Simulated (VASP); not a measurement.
# Geometry relaxation of SiC (part 4 of 4)

Continued. System: SiC (8 atoms in the cell). Method: Kohn-Sham DFT of a periodic cell, LDA, VASP PAW LDA potentials, recommended, no spin polarisation (VASP 6.6.1); cutoff 600 eV, 8×5×5 k-mesh, Gaussian smearing of 0.02 eV. The structure was built on a prototype by a generator; it need not be a known phase.

Geometry of the input (Å; fractional positions):
```
3.1405  0.0000  0.0000
0.0000  5.0875  0.0000
0.0000  0.0000  5.2363
Si 0.0000  0.0000  0.3333
Si 0.5000  0.0000  0.8333
Si 0.5000  0.5000  0.1667
Si 0.0000  0.5000  0.6667
C  0.0000  0.6220  0.3333
C  0.5000  0.6220  0.8333
C  0.5000  0.1220  0.1667
C  0.0000  0.1220  0.6667
```

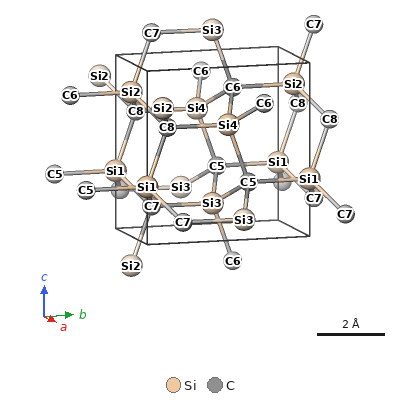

*The geometry at step 7 of the log (ball-and-stick view of the cell of the calculation, seen slightly off an axis; neighbours outside the cell are drawn fainter; atoms are numbered from 1 in the order of the input).*

**Trajectory as extended XYZ, continued**
```
8
Lattice="3.1405 0.0000 0.0000 0.0000 5.0875 0.0000 0.0000 0.0000 5.2569" Properties=species:S:1:pos:R:3:forces:R:3 step=5 energy=-66.43891
Si    0.0000    5.0807    1.7464    0.0000   0.0123   0.0149
Si    1.5702    5.0807    4.3749    0.0000   0.0123   0.0149
Si    1.5702    2.5369    0.8820    0.0000   0.0123  -0.0149
Si    0.0000    2.5369    3.5105    0.0000   0.0123  -0.0149
C     0.0000    3.1713    1.7426    0.0000  -0.0123  -0.0312
C     1.5702    3.1713    4.3711    0.0000  -0.0123  -0.0312
C     1.5702    0.6275    0.8859    0.0000  -0.0123   0.0312
C     0.0000    0.6275    3.5143    0.0000  -0.0123   0.0312
8
Lattice="3.1405 0.0000 0.0000 0.0000 5.0875 0.0000 0.0000 0.0000 5.2566" Properties=species:S:1:pos:R:3:forces:R:3 step=6 energy=-66.43913
Si    3.1405    5.0809    1.7471    0.0000   0.0055   0.0230
Si    1.5702    5.0809    4.3754    0.0000   0.0055   0.0230
Si    1.5702    2.5371    0.8812    0.0000   0.0055  -0.0230
Si    0.0000    2.5371    3.5095    0.0000   0.0055  -0.0230
C     0.0000    3.1711    1.7408    0.0000  -0.0055  -0.0115
C     1.5702    3.1711    4.3691    0.0000  -0.0055  -0.0115
C     1.5702    0.6273    0.8875    0.0000  -0.0055   0.0115
C     0.0000    0.6273    3.5158    0.0000  -0.0055   0.0115
8
Lattice="3.1405 0.0000 0.0000 0.0000 5.0875 0.0000 0.0000 0.0000 5.2562" Properties=species:S:1:pos:R:3:forces:R:3 step=7 energy=-66.43924
Si    0.0000    5.0812    1.7480    0.0000  -0.0034   0.0337
Si    1.5702    5.0812    4.3761    0.0000  -0.0034   0.0337
Si    1.5702    2.5374    0.8801    0.0000  -0.0034  -0.0337
Si    0.0000    2.5374    3.5082    0.0000  -0.0034  -0.0337
C     0.0000    3.1708    1.7384    0.0000   0.0034   0.0145
C     1.5702    3.1708    4.3665    0.0000   0.0034   0.0145
C     1.5702    0.6270    0.8897    0.0000   0.0034  -0.0145
C     0.0000    0.6270    3.5178    0.0000   0.0034  -0.0145
8
Lattice="3.1405 0.0000 0.0000 0.0000 5.0875 0.0000 0.0000 0.0000 5.2564" Properties=species:S:1:pos:R:3:forces:R:3 step=8 energy=-66.43937
Si    3.1405    5.0812    1.7499    0.0000  -0.0045   0.0080
Si    1.5702    5.0812    4.3781    0.0000  -0.0045   0.0080
Si    1.5702    2.5374    0.8783    0.0000  -0.0045  -0.0080
Si    0.0000    2.5374    3.5065    0.0000  -0.0045  -0.0080
C     0.0000    3.1708    1.7377    0.0000   0.0045   0.0022
C     1.5702    3.1708    4.3659    0.0000   0.0045   0.0022
C     1.5702    0.6270    0.8905    0.0000   0.0045  -0.0022
C     0.0000    0.6270    3.5187    0.0000   0.0045  -0.0022
```

**Results in brief**

```tsv
quantity	value
outcome	converged
space group (tolerance 0.01 Å)	Cmc2₁ (36)
electrons treated	32
free energy	−66.4394 eV
gap on the k-point mesh	2.09 eV
pressure	−7.12 GPa
final volume	83.98 Å³
largest force (length of the vector) at the end	0.009 eV/Å
final cell	a = 3.140 Å, b = 5.088 Å, c = 5.256 Å, α = 90.00°, β = 90.00°, γ = 90.00°
hardware	2 threads of AMD EPYC (Zen 3), 1656 GiB of memory available, shared host
wall time	3.2 min (CPU time 6.3 min)
peak memory	0.2 GiB
```
